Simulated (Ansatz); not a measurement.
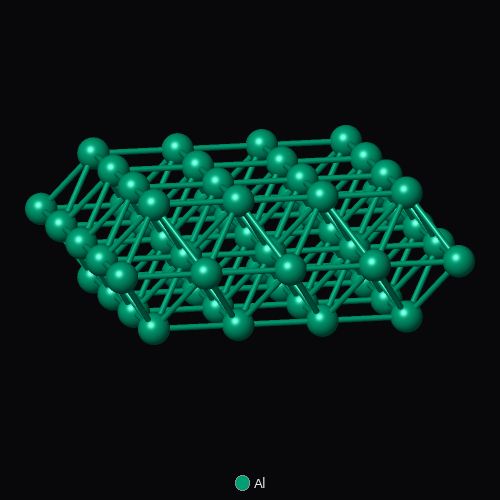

The system is OH on an Al(100) slab cut from the Fm-3m phase, its upper half relaxed before the scan (12 atoms of substrate and one adsorbate in a 2 × 2 cell); the picture shows it without the atoms that are moved over the map. 
- OH stands on one site of a rigid substrate while its tilt and height are varied at a fixed bond length; it sits over a hollow of the top layer over the deeper atom Al8, heights counted from the top plane, tilted towards the diagonal of the 1 × 1 surface cell.
- First axis: tilt of the O13-H14 axis from the surface normal. Second axis: height of O13 above the plane of Al9.
- Grid: 7 × 6 points. At 9 points there is no value (left out of the scan, as a rule where atoms come close).
- Points are written as (first, second).
- Energies are in eV, from the lowest grid point.
- The calculation used DFT PBE, scalar-relativistic, plane waves, PAW (Ansatz). Settings: cutoff 420 eV, k-mesh 5×5×1, gaussian smearing 0.1 eV, spin-polarised.

Range: tilt of the O13-H14 axis from the surface normal from 0 to 90°; height of O13 above the plane of Al9 from −0.50 to 1.05 Å.

**Predict the map.**

The lowest grid point is at (0°, 1.05 Å). It lies at the edge of the scanned range, so the true minimum may lie outside. The highest grid point, (60°, −0.28 Å), lies 7.04 eV above the lowest.

```tsv
second ↓, first →	0	15	30	45	60	75	90
1.05	0.00	0.04	0.17	0.38	0.70	1.23	2.12
0.55	0.97	1.04	1.24	1.62	2.33	3.76	5.95
0.20	2.25	2.32	2.53	3.06	4.33	–	–
−0.06	3.17	3.21	3.41	4.10	5.91	–	–
−0.28	3.75	3.77	3.98	4.89	7.04	–	–
−0.50	4.53	4.56	4.86	5.98	–	–	–
```

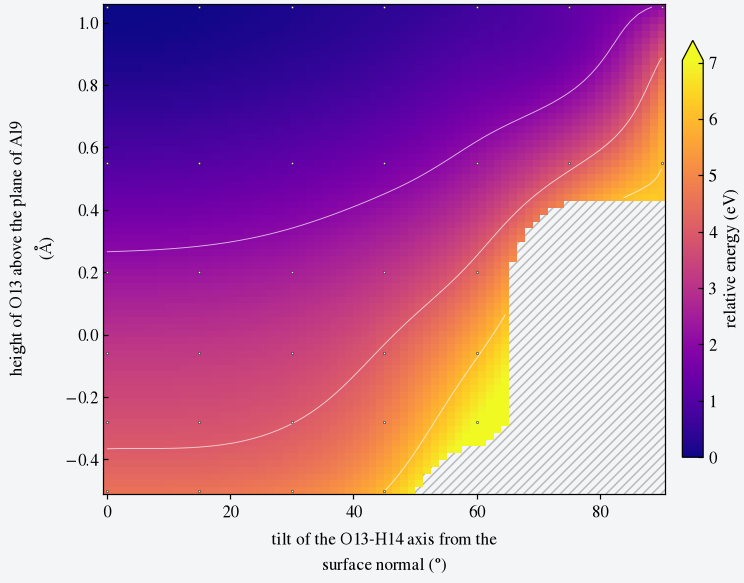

The picture shows a smooth colour map with a few white contour lines, dots at the grid points, one colour for all values above the top of the scale, hatched blanks where no value was computed. Between grid points the surface is interpolated.

The whole map (33 points run) took 3.5 min on 4 threads of AMD EPYC 9R45 (Zen 5) (shared host).
